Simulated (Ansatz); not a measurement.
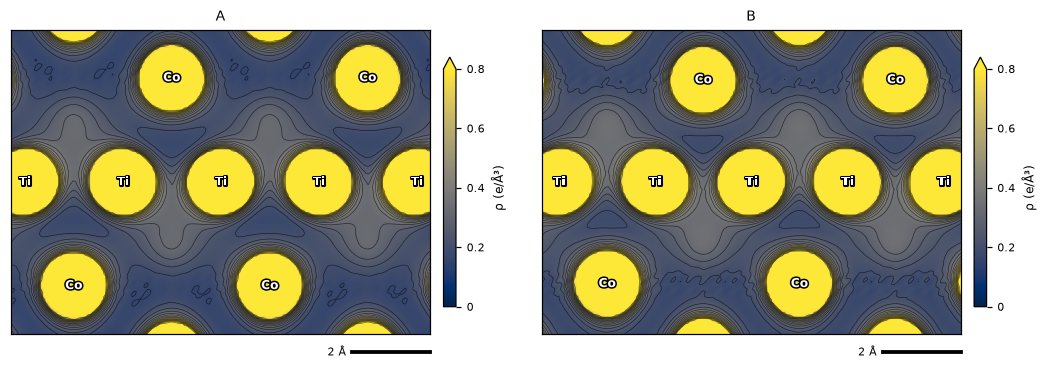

Ti₂Co. The valence electron density of two cells that differ in size, on the (101̄) plane of each (indices in the axes of the calculation cell), at one length scale and on one colour scale: A has 15.0 Å³ an atom and B 14.2.

Space group Fd-3m; spin-polarised.

Level of theory: Ansatz, DFT PBEsol, scalar-relativistic, plane waves, PAW.

Core electrons are frozen (PAW), and the valence fields are smoothed inside the atomic spheres.

The larger cell:

```yaml
crystal:
  lattice:
    - [0.00000, 3.55795, 3.55795]
    - [3.55795, 0.00000, 3.55795]
    - [3.55795, 3.55795, 0.00000]
  atoms:
    - { symbol: Ti, position: [0.12500, 0.12500, 0.12500] }
    - { symbol: Ti, position: [0.62500, 0.12500, 0.12500] }
    - { symbol: Ti, position: [0.12500, 0.12500, 0.62500] }
    - { symbol: Ti, position: [0.12500, 0.62500, 0.12500] }
    - { symbol: Co, position: [0.50000, 0.50000, 0.50000] }
    - { symbol: Co, position: [0.75000, 0.75000, 0.75000] }
```

The smaller cell: a = 4.935 Å, b = 4.935 Å, c = 4.935 Å, α = 60.00°, β = 60.00°, γ = 60.00°.

Question: What changes from the larger cell to the smaller?

Answer: From the larger cell to the smaller, Ti–Co goes from 2.95 to 2.89 Å, and the density at its midpoint from 0.19 to 0.21 e/Å³; Ti–Ti goes from 2.52 to 2.47 Å, and the density at its midpoint from 0.32 to 0.34 e/Å³; the pressure goes from −6 to 0.0 GPa; the largest moment (Co) goes from 1.2 to 1.0 μB.
